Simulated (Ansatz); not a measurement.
**Run report: CdS, band-structure calculation**

- system: CdS (4 atoms in the cell)
- method: DFT PBE, scalar-relativistic, plane waves, PAW, no spin polarisation (Ansatz 0.2.0)

The structure derives from an entry of the Crystallography Open Database. Figures and captions count atoms from 1; the log counts them from 0 in places.

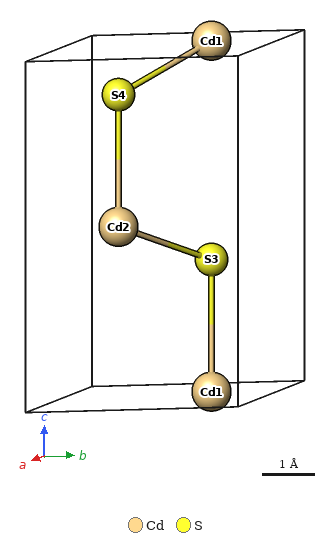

The input geometry (ball-and-stick view of the cell of the calculation, seen slightly off an axis; atoms are numbered from 1 in the order of the input). An atom can appear more than once, as a periodic image. Near neighbours in the periodic cell (some may lie outside the picture): Cd has 4 S at 2.57 Å; S has 4 Cd at 2.57 Å.

Input:
```yaml
crystal:
  lattice:
    - [4.1969590873, 0.0, 0.0]
    - [-2.0984795437, 3.6346731883, 0.0]
    - [0.0, 0.0, 6.8279106676]
  atoms:
    - { symbol: Cd, position: [0.3333333333, 0.6666666667, -0.0008015542] }
    - { symbol: Cd, position: [0.6666666667, 0.3333333333, 0.4991984458] }
    - { symbol: S, position: [0.3333333333, 0.6666666667, 0.3758015542] }
    - { symbol: S, position: [0.6666666667, 0.3333333333, 0.8758015542] }
basis:
  ecutwfc: 420
kpoints:
  mp_grid: { grid: [6, 6, 4] }
  band_path:
    path:
      - [[0.0, 0.0, 0.0], [0.5, 0.0, 0.0], [0.33333333, 0.33333333, 0.0], [0.0, 0.0, 0.0], [0.0, 0.0, 0.5], [0.5, 0.0, 0.5], [0.33333333, 0.33333333, 0.5], [0.0, 0.0, 0.5]]
      - [[0.5, 0.0, 0.5], [0.5, 0.0, 0.0]]
      - [[0.33333333, 0.33333333, 0.5], [0.33333333, 0.33333333, 0.0]]
    npoints: 14
hamiltonian:
  xc: pbe
scf:
  occupations: { method: gaussian, width: 0.02 }
  n_extra_bands: 10
output:
  forces: true
  stress: true
  eigenvalues: true
  populations: true
  dos: { projected: true, de: 0.02, nscf_kmesh: { grid: [9, 9, 6] } }
  bader: true
  write_density: true
  write_potential: true
  elf: true
  volumetric_format: npy
```

Run as:
```bash
ansatz run input.yaml --threads 1 --pin off --max-ram 2560MiB --backend cpu --events-out ev --progress --plain --runs-dir out
```

What the program printed:
```
scf.n_extra_bands = 10 over 26 filled bands (N_el = 52.0): the run solves 36 bands
Engine: ansatz 0.2.0, aarch64-unknown-linux-gnu
Pseudopotentials: kind: paw
Pseudopotential: Cd, paw, valence charge 20, recommended cutoff 420 eV (normal), Cd.paw.azcp
Pseudopotential: S, paw, valence charge 6, recommended cutoff 420 eV (normal), S.paw.azcp
Functional definition: PBE
  parameter kappa = 0.804
  parameter beta = 0.06672455060314922
  exchange = pbe_x(kappa = kappa, mu = beta*pi^2/3)
  correlation = pbe_c(beta = beta)
Crystal: 4 atoms, lattice volume = 104.157 Å³
Basis set: ecut = 420 eV, 1985 PW (Γ), exchange–correlation on 60×60×96 points (8 copies of the dense FFT grid, shifted against one another)
Bands: 36, of which v1, the nominal top of the filled ones, is band 26 counted from 1 (25 counted from 0)
Symmetry: 12 space group operations
Space group: P63mc (ITA 186), of the structure as read, at distance tolerance 4.7e-5 Å
k-points: 21 of 144 (time reversal used)
Non-local potential: Cd, projectors of the file, l = 0: 3, l = 1: 2, l = 2: 2, l = 3: 1
Non-local potential: S, projectors of the file, l = 0: 2, l = 1: 2, l = 2: 2
PAW form: soft (Blöchl's): semilocal exchange-correlation on the pseudo side does not see the compensation charge
PAW one-centre angular grid: Cd, 590 points (default); XC on 64 Gauss nodes
PAW one-centre angular grid: S, 110 points (default); XC on 64 Gauss nodes
Initial density: superposition of atomic densities (neutral atoms: chi_scale 0, normalization atom), corrected by the library's trained network
Initial wavefunctions: pseudopotential atomic-orbital guess
Functional: x = pbe(κ = 0.804, μ = 0.2195149727645171), c = pbe(β = 0.06672455060314922)
SCF iter   1: F=—  HF=-18315.658791 eV  |F-HF|=—  |Δ(HF+E_count)|=         —  Δρ=5.82e-4  dr2=4.68e-4  ethr=1.77e-3  ⟨swp⟩=6.1  Hψ=3165  notcnv=0  defer=1
preconditioner: auto → Resta (q_TF=auto, 2.430 Å⁻¹)  ε∞=3.8  [insulator: Δε(μ)=1.104 eV  Ē_g=12.954 eV  σ=0.020 eV  W_gap=1.00  n_scr=22 (ndim 8)  ℏωp=21.8 eV  f_vac=0.143  D(μ)=0.00/eV (n_scr^D=0)  ε∞_Penn≈3.8]
SCF iter   2: F=—  HF=-18315.660096 eV  |F-HF|=—  |Δ(HF+E_count)|=   1.31e-3  Δρ=3.32e-4  dr2=1.47e-4  ethr=9.01e-7  ⟨swp⟩=2.7  Hψ=1597  notcnv=0  defer=39
SCF iter   3: F=—  HF=-18315.660156 eV  |F-HF|=—  |Δ(HF+E_count)|=   5.99e-5  Δρ=1.06e-4  dr2=8.14e-6  ethr=2.83e-7  ⟨swp⟩=2.0  Hψ=1078  notcnv=0  defer=39
SCF iter   4: F=—  HF=-18315.660214 eV  |F-HF|=—  |Δ(HF+E_count)|=   5.80e-5  Δρ=4.74e-5  dr2=2.02e-6  ethr=1.57e-8  ⟨swp⟩=2.5  Hψ=1073  notcnv=0  defer=39
SCF iter   5: F=—  HF=-18315.660218 eV  |F-HF|=—  |Δ(HF+E_count)|=   4.41e-6  Δρ=1.02e-5  dr2=1.38e-7  ethr=3.89e-9  ⟨swp⟩=2.0  Hψ=1078  notcnv=0  defer=39
SCF iter   6: F=-18315.660219 eV  HF=-18315.660219 eV  |F-HF|=7.37e-9  |Δ(HF+E_count)|=   1.89e-7  Δρ=4.32e-6  dr2=2.75e-8  ethr=1.92e-10  ⟨swp⟩=12.7  Hψ=4765  notcnv=0
SCF 1 converged in 6 iterations: F = -18315.660219 eV  dr2 = 2.75e-8
  greatest PAW one-centre occupation: 1.000 electrons in one spin orbital (limit 2), on the Cd atom at site 1 (counted from 0), in its partial waves of l = 0
NSCF: frozen V_eff on 129 k-points
NSCF: frozen V_eff on 48 k-points
SCF converged after 6 iterations
Free energy (F): -18315.660219 eV
Harris-Foulkes:  -18315.660219 eV  (|F-HF|=7.37e-9)
Internal energy: -18315.660219 eV  (E = F + TS)
E sigma→0 (E₀):  -18315.660219 eV
Fermi energy:    6.799883 eV
--- Per-component energies (eV) ---
  E_band       = -1041.600075
  E_kinetic    = 1221.732007
  E_local      = -8177.820941  (includes V_loc(G=0)·N_el)
  E_nonlocal   = 124.439907
  E_hartree    = 3749.047284
  E_xc         = -546.797541
  E_vxc        = -616.864376  (∫ρ·V_xc dr)
  E_paw        = -9367.868067  (= ΣΔE_a)
  E_vpaw       = -1091.188558  (= ΣTr[D̂ρ^β])
  E_aug_tail   = 0.000030  (compensation charges beyond the density's cutoff)
  E_ewald      = -5318.392899
  E_smearing   = -0.000000  (= −TS)
  E_closure    = -0.000000  (closes the sum)
  Σ components = -18315.660219   (vs F -18315.660219, Δ=0.00e0)
--- Forces (eV/Å), atoms counted from 1 ---
  atom   1  Cd     0.00000000     0.00000000    -0.00022149
  atom   2  Cd     0.00000000    -0.00000000    -0.00022149
  atom   3  S     -0.00000000     0.00000000     0.00021884
  atom   4  S      0.00000000    -0.00000000     0.00021884
  max |Σ_I F_I| component: 5.28e-6 eV/Å
--- Stress (GPa, compression-positive) ---
       -0.004046      -0.000000      -0.000000
       -0.000000      -0.004046       0.000000
        0.000000       0.000000      -0.003730
  P = ⅓ Tr σ = -0.0039 GPa (-0.039 kbar)
--- Band table (eV; the first three rows and the last of 21) ---
  k-point 0: bands = ["-94.9687", "-94.9687", "-56.0408", "-56.0406", "-56.0406", "-56.0405", "-56.0405", "-56.0403", "-5.8396", "-5.4502", "-1.2987", "-1.2930", "-1.2930", "-1.2185", "-1.2185", "-0.9283", "-0.9283", "-0.8486", "-0.8486", "-0.5403", "2.1494", "5.5508", "5.5508", "6.2058", "6.2439", "6.2439", "7.3556", "8.9777", "12.7110", "12.7110", "13.0043", "13.7643", "13.7643", "13.7779", "16.0659", "16.0659"]
  k-point 1: bands = ["-94.9687", "-94.9687", "-56.0408", "-56.0406", "-56.0406", "-56.0405", "-56.0405", "-56.0404", "-5.7812", "-5.5050", "-1.2850", "-1.2850", "-1.2536", "-1.2323", "-1.2323", "-0.9142", "-0.9142", "-0.8578", "-0.8578", "-0.7649", "2.6956", "5.2373", "5.6468", "5.6468", "6.1365", "6.1365", "8.2323", "9.0446", "12.5238", "12.7799", "12.7799", "13.1921", "13.4946", "13.4946", "16.5147", "16.5147"]
  k-point 2: bands = ["-94.9687", "-94.9687", "-56.0406", "-56.0406", "-56.0406", "-56.0406", "-56.0406", "-56.0406", "-5.6414", "-5.6414", "-1.2615", "-1.2615", "-1.2615", "-1.2615", "-1.0837", "-1.0837", "-0.8835", "-0.8835", "-0.8835", "-0.8835", "3.8861", "3.8861", "5.8860", "5.8860", "5.8860", "5.8860", "8.9980", "8.9980", "12.3578", "12.3578", "13.0492", "13.0492", "13.0492", "13.0492", "17.3464", "17.3464"]
  k-point 20: bands = ["-94.9687", "-94.9687", "-56.0409", "-56.0409", "-56.0408", "-56.0408", "-56.0405", "-56.0405", "-5.3598", "-5.3598", "-1.1289", "-1.1289", "-1.1153", "-1.1153", "-0.9198", "-0.9198", "-0.9130", "-0.9130", "-0.4039", "-0.4039", "2.4480", "2.4480", "4.0060", "4.0060", "5.2187", "5.2187", "10.5475", "10.5475", "12.3458", "12.3458", "12.6178", "12.6178", "15.4988", "15.4988", "15.6874", "15.6874"]
--- Löwdin populations: 4 sites ---
  site symbol       q [e]
     0     Cd     18.7375
     1     Cd     18.7375
     2      S      7.0743
     3      S      7.0743
  spilling = 0.007240 (of n_electrons = 52.000000)
--- Bader charges: 4 sites ---
  site symbol  charge [e]  shift [e]
     0     Cd      0.8620     0.0032
     1     Cd      0.8621     0.0032
     2      S     -0.8621     0.0032
     3      S     -0.8620     0.0032
  estimated error of the sums over rays = 2.1e-4 e
```

File bader_charges.tsv:
```
# site	symbol	x_ang	y_ang	z_ang	partial_charge_e	electrons	volume_ang3	relative_density_drop	shared_charge_e	partial_wave_shift_e
# quadrature_error_electrons = 2.1e-4
0	Cd	0.0000	2.4231	-0.0055	0.86204	47.13796	21.91	-	0.86204	0.00317
1	Cd	2.0985	1.2116	3.4085	0.86206	47.13794	21.91	-	0.86206	0.00317
2	S	0.0000	2.4231	2.5659	-0.86206	16.86206	30.16	-	-0.86206	0.00317
3	S	2.0985	1.2116	5.9799	-0.86204	16.86204	30.16	-	-0.86204	0.00317
```

File populations.tsv:
```
# site	symbol	l	j	q
# orbitals = lowdin
# n_electrons = 52.000000
# spilling = 0.007240
0	Cd	0_4S	-	1.997176
0	Cd	0_5S	-	0.760252
0	Cd	1_4P	-	5.999230
0	Cd	2_4D	-	9.980794
1	Cd	0_4S	-	1.997176
1	Cd	0_5S	-	0.760252
1	Cd	1_4P	-	5.999230
1	Cd	2_4D	-	9.980794
2	S	0_3S	-	1.883654
2	S	1_3P	-	5.190649
3	S	0_3S	-	1.883654
3	S	1_3P	-	5.190649
```

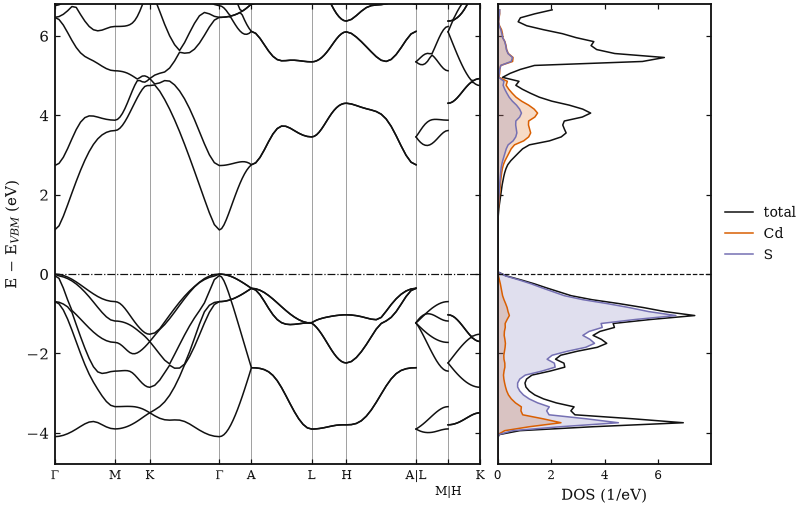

Band structure along Γ–M–K–Γ–A–L–H–A|L–M|H–K and density of states (projected on Löwdin-orthogonalised atomic shells), with energies from the valence-band top. There is a gap of 1.11 eV on this path, direct, at Γ.

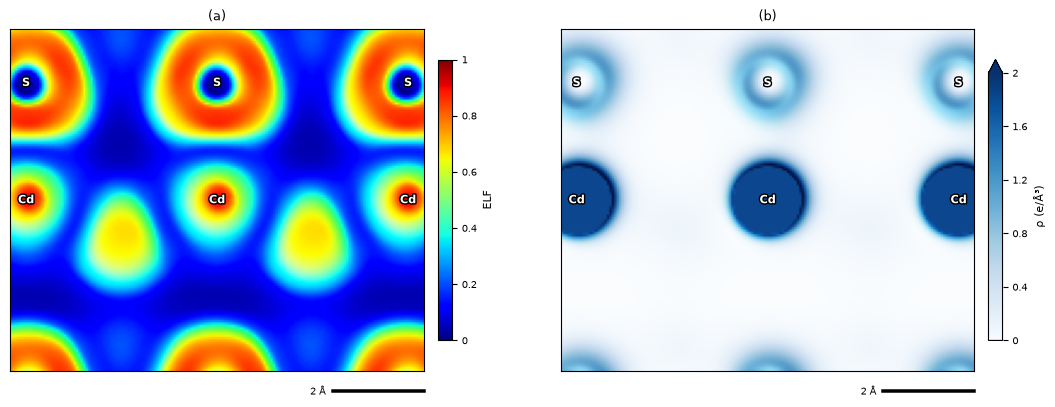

(a) ELF; (b) valence electron density on the (010) plane of the conventional cell. The section cuts through Cd and S sites. Cd–S (2.57 Å): ρ at the midpoint is about 0.39 e/Å³; the ELF is about 0.35 at the midpoint. Away from the nuclei the density in this plane falls to 0.02 e/Å³ at its lowest. The strong features right at Cd lie inside the PAW spheres (semicore, d or f shells) and say nothing about bonding. Core electrons are frozen (PAW), so the fields are smoothed inside the atomic spheres.

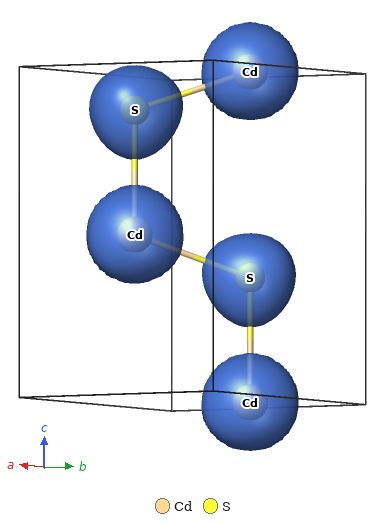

Isosurface of the valence electron density at 0.6 e/Å³ (blue), seen at an oblique angle. Sticks mark near contacts. The outline is the cell set on symmetry axes. At this value the density breaks into separate islands; it holds about 75 % of the electrons treated as valence (semicore included). It is pinched off along the Cd–S (2.57 Å) contacts. On the grid the lowest density along these lines, outside the cores, is 0.39 e/Å³ (Cd–S, 2.57 Å).

Key numbers:

```tsv
quantity	value
outcome	converged
space group (tolerance 0.01 Å)	P6₃mc (186)
electrons treated	52
free energy	−18315.6602 eV
Fermi energy	6.800 eV
gap on the k-point mesh	1.11 eV
gap on the band path	1.11 eV
pressure	0.00 GPa
largest force (length of the vector)	under 0.001 eV/Å
hardware	1 thread of Arm Neoverse V2, 24 GiB of memory available, shared host
wall time	61 s
peak memory	0.49 GiB
```
